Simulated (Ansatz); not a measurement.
Cell and atoms:

```cif
data_structure
_symmetry_space_group_name_H-M 'P 1'
_symmetry_Int_Tables_number 1
_cell_length_a 3.3284
_cell_length_b 3.3284
_cell_length_c 12.7166
_cell_angle_alpha 90.000
_cell_angle_beta 90.000
_cell_angle_gamma 120.000
_cell_volume 122.00
loop_
_atom_site_label
_atom_site_type_symbol
_atom_site_fract_x
_atom_site_fract_y
_atom_site_fract_z
_atom_site_occupancy
W1 W 0.66667 0.33333 0.25000 1
W2 W 0.33333 0.66667 0.75000 1
Se1 Se 0.33333 0.66667 0.38101 1
Se2 Se 0.66667 0.33333 0.88101 1
Se3 Se 0.33333 0.66667 0.11899 1
Se4 Se 0.66667 0.33333 0.61899 1
```

Question: What would you see if this were drawn?

Answer: It has the composition WSe$_{2}$. Symmetry: P6_3/mmc (No. 194), primitive hexagonal lattice. The prototype is 2H molybdenite (MoS₂) type. Cell content: 2 W, 4 Se, that is 2 formula units. The polyhedra are WSe6 trigonal prisms; they share edges. The coordination shell of W holds six Se in a trigonal prismatic arrangement at 2.54 Å. The coordination shell of Se holds three W in a trigonal pyramidal arrangement at 2.54 Å. Not all metal-metal contacts are counted. The bonds build WSe2 layers parallel to (001).

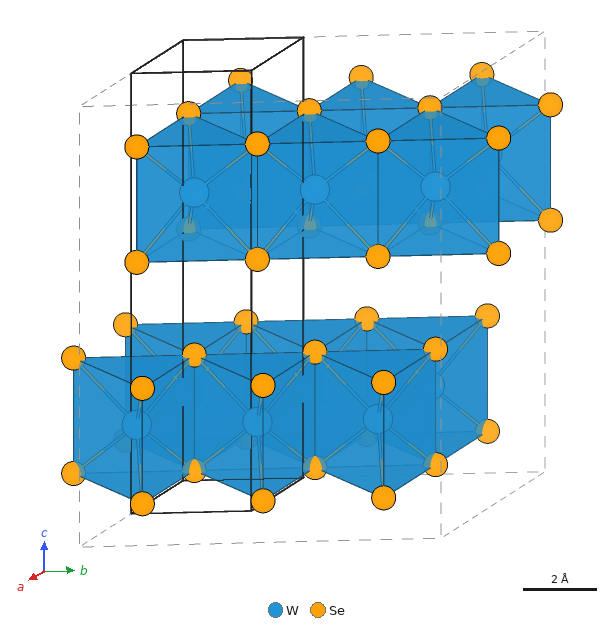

This polyhedral model is shown slightly off an axis. Solid lines give the conventional unit cell, repeated here 2×3×1 times. Some neighbours outside the box are added.

The initial geometry was a structure listed in the Materials Project. The cell was then strained or its atoms displaced on purpose. It went into a calculation with Ansatz.
